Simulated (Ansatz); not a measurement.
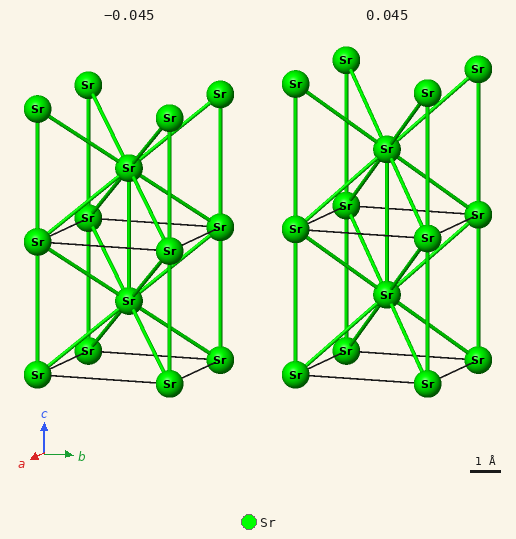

Solid Sr (set up in Im-3m), under strain along c alone (the other axes held, atoms fixed by symmetry), with energies (extrapolated to zero smearing) counted from the relaxed crystal, which is the row at zero. The picture shows the first and the last member. Style: ball-and-stick. Shown: the cell of the calculation, repeated 1 × 1 × 2 with one cell outlined, slightly off an axis.

Computed with Ansatz 0.2.0: DFT r2SCAN, scalar-relativistic, plane waves, PAW. Settings: plane-wave cutoff 500 eV; k-point mesh 10 × 10 × 10; occupations gaussian; smearing width 0.1 eV; no spin polarisation.

```csv
strain,energy (meV/atom),a (Å),c (Å)
−0.045,4.48,4.810,4.593
−0.03,1.67,4.810,4.665
−0.015,0.29,4.810,4.737
0.0,0.00,4.810,4.810
0.015,?,?,?
0.03,1.38,4.810,4.954
0.045,2.74,4.810,5.026
```

Question: Estimate the missing row from the others, and compare with the calculation.

Answer: A parabola through three neighbouring rows (−0.015, 0.0, 0.03) gives, with Lagrange weights, (−0.3333)(0.29) + (1.0000)(0.00) + (0.3333)(1.38) = 0.36 meV/atom. The calculation gives 0.45 meV/atom (a = 4.810 Å, c = 4.882 Å). The estimate is 0.09 meV/atom too low. From the first member to the last: Sr–Sr 4.593 → 5.026 Å, Sr–Sr 4.104 → 4.229 Å.

The whole series:

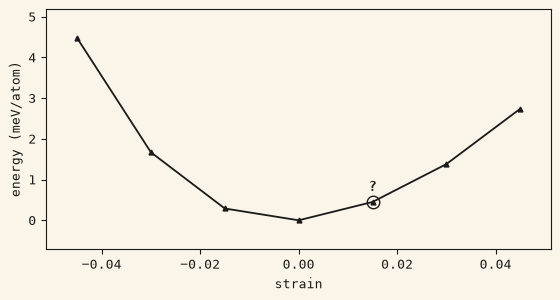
